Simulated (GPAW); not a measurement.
## Dielectric function and optical constants of ZnS

Wanted: where ZnS starts to absorb, how strongly, and its refractive index. The cell comes from an older database entry, whose edges can differ from later determinations, mostly by under a per cent.

Main program and level: GPAW 26.7.0; DFT, PBE, plane-wave PAW (GPAW data sets), scalar-relativistic, RPA, optical limit.

The database entry behind the starting cell differs from later determinations by our own check (about 0.1 % short), so it need not match the best structure at ambient conditions.

## Step 1: Set-up

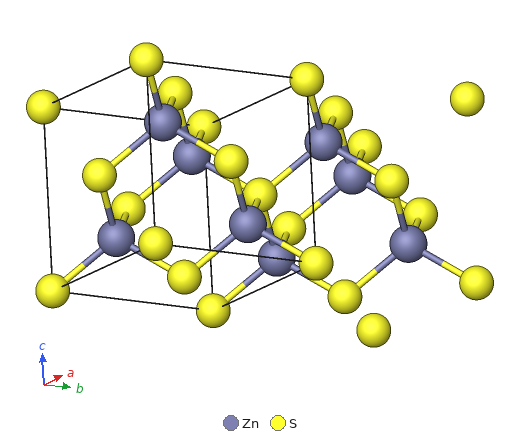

The starting structure, seen from a free direction (zinc blue, sulfur yellow). 1×2×1 cells are drawn. This picture shows the conventional cell, with its axes. Bonds to atoms that aren't drawn are left out. Some periodic images of atoms are drawn too.

Structure file:

```cif
data_structure
_symmetry_space_group_name_H-M 'F-43m'
_symmetry_Int_Tables_number 216
_cell_length_a 5.4040
_cell_length_b 5.4040
_cell_length_c 5.4040
_cell_angle_alpha 90.000
_cell_angle_beta 90.000
_cell_angle_gamma 90.000
_cell_volume 157.81
loop_
_atom_site_label
_atom_site_type_symbol
_atom_site_symmetry_multiplicity
_atom_site_Wyckoff_symbol
_atom_site_fract_x
_atom_site_fract_y
_atom_site_fract_z
_atom_site_occupancy
Zn1 Zn 4 c 0.25000 0.25000 0.25000 1
S1 S 4 a 0.00000 0.00000 0.00000 1
```

## Step 2: Ground state

First the ground state: is it a metal or has it a gap?

This step: DFT, PBE, plane-wave PAW (GPAW data sets), scalar-relativistic, ground state (GPAW 26.7.0).

The input, gs.py:

```python
from ase import Atoms
from ase.dft.bandgap import bandgap
from gpaw import GPAW, PW, FermiDirac

atoms = Atoms(['Zn', 'S'],
              cell=[[0.000000000000, 2.702000000000, 2.702000000000],
                    [2.702000000000, 0.000000000000, 2.702000000000],
                    [2.702000000000, 2.702000000000, 0.000000000000]],
              scaled_positions=[[0.750000000000, 0.750000000000, 0.750000000000],
                                [0.000000000000, 0.000000000000, 0.000000000000]],
              pbc=[True, True, True])
atoms.calc = GPAW(mode=PW(550), xc='PBE', kpts={'size': (8, 8, 8), 'gamma': True},
                  occupations=FermiDirac(0.05), maxiter=150, txt='gs.txt')
print('energy (eV)', atoms.get_potential_energy())
print('Fermi level (eV)', atoms.calc.get_fermi_level())
print('valence electrons', atoms.calc.get_number_of_electrons())
print('gap (eV)', bandgap(atoms.calc, output=None)[0])
print('direct gap (eV)', bandgap(atoms.calc, direct=True, output=None)[0])
atoms.calc.write('gs.gpw')
```

Launch:

```console
$ OMP_NUM_THREADS=1 python gs.py
```

Numbers of over 12 decimals in the logs are rounded to 6 here.

What it wrote:

```text
__  _  _
 | _ |_)|_||  |
 |__||  | ||/\| - 26.7.0

Versions:
  Python: 3.12.14
  ASE:    3.29.0
  Numpy:  2.5.5
  Scipy:  1.18.1
  Libxc:  7.0.0

Input parameters:
  mode=PW(ecut=550.0),
  kpts=MonkhorstPack(size=(8, 8, 8), gamma=True),
  maxiter=150,
  occupations=Occupations(name='fermi-dirac', width=0.05, fixmagmom=False),
  xc=XC(name='PBE')

Diagonalizing LCAO Hamiltonian
Converting LCAO to pw mode

                    Zn

       S

Atoms  # Å, Bohr magnetons
|   | symbol |        x |        y |        z |    initial magnetic moments |
| 0 |     Zn | 4.053000 | 4.053000 | 4.053000 | ( 0.0000,  0.0000,  0.0000) |
| 1 |      S | 0.000000 | 0.000000 | 0.000000 | ( 0.0000,  0.0000,  0.0000) |

Unit cell  # Å
| periodic |        x |        y |        z |  lengths |    angles |
|      yes | 0.000000 | 2.702000 | 2.702000 | 3.821205 | 60.000000 |
|      yes | 2.702000 | 0.000000 | 2.702000 | 3.821205 | 60.000000 |
|      yes | 2.702000 | 2.702000 | 0.000000 | 3.821205 | 60.000000 |

Number of symmetries: 24
Symmetry operations  # r_c * U_cc + t_c -> r_c
|    | kind |            matrix            |
|  0 |  E   |  1, 0, 0,  0, 1, 0,  0, 0, 1 |
|  1 |  σ   |  1, 0, 0,  0, 0, 1,  0, 1, 0 |
|  2 |  σ   |  1, 0,-1,  0, 1,-1,  0, 0,-1 |
|  3 |  C3  |  1, 0,-1,  0, 0,-1,  0, 1,-1 |
|  4 |  C3  |  1,-1, 0,  0,-1, 1,  0,-1, 0 |
|  5 |  σ   |  1,-1, 0,  0,-1, 0,  0,-1, 1 |
|  6 |  σ   |  0, 1, 0,  1, 0, 0,  0, 0, 1 |
|  7 |  C3  |  0, 1, 0,  0, 0, 1,  1, 0, 0 |
|  8 |  C2  |  0, 1,-1,  1, 0,-1,  0, 0,-1 |
|  9 |  S4  |  0, 1,-1,  0, 0,-1,  1, 0,-1 |
| 10 |  C3  |  0, 0, 1,  1, 0, 0,  0, 1, 0 |
| 11 |  σ   |  0, 0, 1,  0, 1, 0,  1, 0, 0 |
| 12 |  S4  |  0, 0,-1,  1, 0,-1,  0, 1,-1 |
| 13 |  C3  |  0, 0,-1,  0, 1,-1,  1, 0,-1 |
| 14 |  S4  |  0,-1, 1,  1,-1, 0,  0,-1, 0 |
| 15 |  C2  |  0,-1, 1,  0,-1, 0,  1,-1, 0 |
| 16 |  C3  |  0,-1, 0,  1,-1, 0,  0,-1, 1 |
| 17 |  S4  |  0,-1, 0,  0,-1, 1,  1,-1, 0 |
| 18 |  S4  | -1, 1, 0, -1, 0, 1, -1, 0, 0 |
| 19 |  C3  | -1, 1, 0, -1, 0, 0, -1, 0, 1 |
| 20 |  C3  | -1, 0, 1, -1, 1, 0, -1, 0, 0 |
| 21 |  S4  | -1, 0, 1, -1, 0, 0, -1, 1, 0 |
| 22 |  σ   | -1, 0, 0, -1, 1, 0, -1, 0, 1 |
| 23 |  C2  | -1, 0, 0, -1, 0, 1, -1, 1, 0 |

BZ-sampling:
  Number of BZ points: 512
  Number of IBZ points: 29

  Monkhorst-Pack size: [8, 8, 8]
  Monkhorst-Pack shift: [0.0625, 0.0625, 0.0625]

K-points  # in reciprocal-cell coordinates
|     |                                coordinates |     weight |
|   0 | (  0.00000000,   0.00000000,   0.00000000) | 0.00195312 |
|   1 | (  0.12500000,   0.12500000,   0.00000000) | 0.01171875 |
|   2 | (  0.12500000,   0.12500000,   0.12500000) | 0.01562500 |
|   3 | (  0.25000000,   0.12500000,   0.12500000) | 0.02343750 |
|   4 | (  0.25000000,   0.25000000,   0.00000000) | 0.01171875 |
|   5 | (  0.25000000,   0.25000000,   0.12500000) | 0.04687500 |
|   6 | (  0.25000000,   0.25000000,   0.25000000) | 0.01562500 |
|   7 | (  0.37500000,   0.25000000,  -0.37500000) | 0.04687500 |
|   8 | (  0.37500000,   0.25000000,   0.12500000) | 0.04687500 |
|   9 | (  0.37500000,   0.25000000,   0.25000000) | 0.04687500 |
| ... |                                            |            |
|  28 | (  0.50000000,   0.50000000,   0.50000000) | 0.00781250 |

Plane wave coefficients: 1174
Cutoff: 550.0 eV

Spin-components: 1 (collinear spins)
Bands:           13
Projectors:      11
Spin-degeneracy: 2
Datatype:        complex128

Parallelization:
  kpt:    1
  domain: 1
  band:   1

Density:
  Valence electrons: 18.0
  Components: 1
  Grid points: [21 21 21]
  Charge: 0.0  # |e|

Potential:
  Grid points: [21 21 21]

species:
  Zn:
    name:    Zinc
    id:
    Z:       30.0
    valence: 12
    core:    18
    charge:  0.0  # [|e|]
    compensation charges:
      type: gauss
      rc: 0.37  # [Å]
      lmax: 2
    cutoffs:
      filter: 2.14  # [Å]
      core: 2.28  # [Å]
    projectors
    | kind |    occ | energy [eV] | rcut [Å] |
    |   4s |  2.000 |      -5.977 |    1.286 |
    |   4p |  0.000 |      -1.117 |    1.270 |
    |   3d | 10.000 |     -10.142 |    1.180 |
    |    s |        |      21.234 |    1.286 |
    |    p |        |      26.095 |    1.270 |
    |    d |        |      17.070 |    1.180 |

    Using partial waves for Zn as LCAO basis

  S:
    name:    Sulfur
    id:
    Z:       16.0
    valence: 6
    core:    10
    charge:  0.0  # [|e|]
    compensation charges:
      type: gauss
      rc: 0.24  # [Å]
      lmax: 2
    cutoffs:
      filter: 1.77  # [Å]
      core: 1.66  # [Å]
    projectors
    | kind |    occ | energy [eV] | rcut [Å] |
    |   3s |  2.000 |     -17.254 |    0.974 |
    |   3p |  4.000 |      -7.008 |    0.979 |
    |    s |        |       9.957 |    0.974 |
    |    p |        |      20.203 |    0.979 |
    |    d |        |       0.000 |    0.900 |

    Using partial waves for S as LCAO basis

Reference energy: -59718.946550  # eV

eigensolver:
  PPCG
  Converge bands: occupied
  niter=2

density mixing:
  MSR1-Mixer
  Pratt-step length: 0.05
  Maximum mixing coefficient: 0.75
  Old densities: 10
  SVD Regularization: 0.005
  Good broyden scale: 1.0
  Trust region scale: 1.0
  Backstep threshold: 4.0
  History deletion threshold: 6.0
  Fourier metric: weight=20.0, sigma=0.015

occupation numbers:
  Fermi-Dirac:
    width: 0.0500  # eV

poisson solver:
  ecut: 4400.0  # eV

xc functional:
  name: PBE with 2 nearest neighbor stencil

convergence criteria:
- Maximum [total energy] change in last 3 cyles: 0.0005 eV / valence electron
- Maximum integral of absolute [dens]ity change: 0.0001 electrons / valence electron
- Maximum integral of absolute [eigenst]ate change: 4e-08 eV^2 / valence electron
maximum number of iterations: 150

SCF iterations
|iter     |      energy | eigst |  dens |
|iter:   1||   -7.273657 | +0.41 |       |
|iter:   2||   -7.202790 | -0.75 | -1.18 |
|iter:   3||   -6.919228 | -1.18 | -1.23 |
|iter:   4||   -6.919256 | -2.22 | -1.79 |
|iter:   5||   -6.920877c| -3.23 | -2.22 |
|iter:   6||   -6.920794c| -3.70 | -2.74 |
|iter:   7||   -6.920825c| -4.32 | -3.45 |
|iter:   8||   -6.920834c| -4.97 | -3.78 |
|iter:   9||   -6.920834c| -7.52c| -4.81c|

Converged in 9 steps
SCF loop duration: 8.900 s (0.989 s/step)
Energy contributions relative to reference atoms: (reference = -59718.946550)

Energy contributions:
  Kinetic:          10.994960
  Coulomb:          -9.311164
  Zero:              0.043283
  External:          0.000000
  Xc:               -8.647914
  Entropy:          -0.000000
  Spinorbit:         0.000000
  ----------------------------
  Free energy:      -6.920834
  Extrapolated:     -6.920834

dipole moment: (-14.584137, -14.584137, -14.584137)  # |e|*Ang

Fermi level: 4.697
Eigenvalues  # (at kpt = [0.000, 0.000, 0.000])
| band index |      eig [eV] | occ [0-2] |
|          0 |        -9.386 |     2.000 |
|          1 |        -2.562 |     2.000 |
|          2 |        -2.562 |     2.000 |
|          3 |        -2.562 |     2.000 |
|          4 |        -2.068 |     2.000 |
|          5 |        -2.068 |     2.000 |
|          6 |         3.752 |     2.000 |
|          7 |         3.752 |     2.000 |
|          8 |         3.752 |     2.000 |
|          9 |         5.857 |     0.000 |
|         10 |        10.122 |     0.000 |
|         11 |        10.122 |     0.000 |
|         12 |        10.122 |     0.000 |

Gap: 2.105 eV
Transition (v -> c):
  (s=0, k=0, n=8, [0.00, 0.00, 0.00]) -> (s=0, k=0, n=9, [0.00, 0.00, 0.00])
No difference between direct/indirect transitions

--- standard output ---
energy (eV) -6.920834
Fermi level (eV) 4.697028
valence electrons 18.0
gap (eV) 2.104846
direct gap (eV) 2.104846
```

Elapsed: 10 s, on 1 thread of Arm Neoverse V1, shared host; peak memory 0.14 GiB.

Read-outs, printed or worked out from the files:

* energy: -6.921 eV
* Fermi energy: 4.697 eV
* gap on the k-mesh: 2.105 eV
* direct gap on the mesh: 2.105 eV
* electrons: 18

There is a gap, 2.10 eV on this mesh (points off the mesh can give less), so no carriers' term is needed.

## Step 3: Bands for the response

At the fixed density, many empty bands are solved on the mesh of the response, since the spectrum sums over them.

This step: DFT, PBE, plane-wave PAW (GPAW data sets), scalar-relativistic, bands at fixed density (GPAW 26.7.0).

The input, nscf.py:

```python
from ase.dft.bandgap import bandgap
from gpaw import GPAW, FermiDirac

calc = GPAW('gs.gpw').fixed_density(kpts={'size': (13, 13, 13), 'gamma': True}, nbands=39, convergence={'bands': 33},
                                    occupations=FermiDirac(0.001), txt='nscf.txt')
print('gap (eV)', bandgap(calc, output=None)[0])
print('direct gap (eV)', bandgap(calc, direct=True, output=None)[0])
print('top band over the Fermi level (eV)', min(calc.get_eigenvalues(kpt=k)[32] for k in range(len(calc.get_ibz_k_points()))) - calc.get_fermi_level())
calc.write('full.gpw', mode='all')
```

Launch:

```console
$ OMP_NUM_THREADS=1 python nscf.py
```

What it wrote:

```text
Diagonalizing LCAO Hamiltonian
Converting LCAO to pw mode
convergence criteria:
- Maximum integral of absolute [eigenst]ate change: 4e-08 eV^2 / valence electron
maximum number of iterations: 150

SCF iterations
|iter     |      energy | eigst |  dens |
|iter:   1||             | +3.63 |       |
|iter:   2||             | +2.45 |       |
|iter:   3||             | +1.62 |       |
|iter:   4||             | +0.99 |       |
|iter:   5||             | +0.65 |       |
|iter:   6||             | +0.23 |       |
|iter:   7||             | -0.10 |       |
|iter:   8||             | -0.53 |       |
|iter:   9||             | -0.89 |       |
|iter:  10||             | -1.33 |       |
|iter:  11||             | -1.70 |       |
|iter:  12||             | -2.13 |       |
|iter:  13||             | -2.50 |       |
|iter:  14||             | -2.92 |       |
|iter:  15||             | -3.30 |       |
|iter:  16||             | -3.72 |       |
|iter:  17||             | -4.11 |       |
|iter:  18||             | -4.52 |       |
|iter:  19||             | -4.91 |       |
|iter:  20||             | -5.32 |       |
|iter:  21||             | -5.70 |       |
|iter:  22||             | -6.12 |       |
|iter:  23||             | -6.49 |       |
|iter:  24||             | -6.90 |       |
|iter:  25||             | -7.25 |       |
|iter:  26||             | -7.64c|       |
SCF steps: 26
  __  _  _
 | _ |_)|_||  |
 |__||  | ||/\| - 26.7.0

Versions:
  Python: 3.12.14
  ASE:    3.29.0
  Numpy:  2.5.5
  Scipy:  1.18.1
  Libxc:  7.0.0

Input parameters:
  mode=PW(ecut=550.0),
  convergence={'bands': 33},
  gpts=array([21, 21, 21]),
  kpts=MonkhorstPack(size=(13, 13, 13), gamma=True),
  maxiter=150,
  nbands=39,
  occupations=Occupations(name='fermi-dirac', width=0.001, fixmagmom=False),
  parallel={},
  xc=XC(name='PBE')

--- standard output ---
gap (eV) 2.104846
direct gap (eV) 2.104846
top band over the Fermi level (eV) 32.474570
```

It took 3.2 min on 1 thread; peak memory 0.22 GiB.

(Part 1 of 2 ends here.)

[Machine, clock and banner lines and Python warnings are left out of the logs.]

[Logs are printed without paths, hosts, clocks, repeated set-up lines and the standing remarks that a program may print on its own settings, such as how far it seeks lower states.]

[Hosts, paths, dates, database ids (printed as entryN), source tags and the programs' standing remarks are cut or masked in the printed files.]
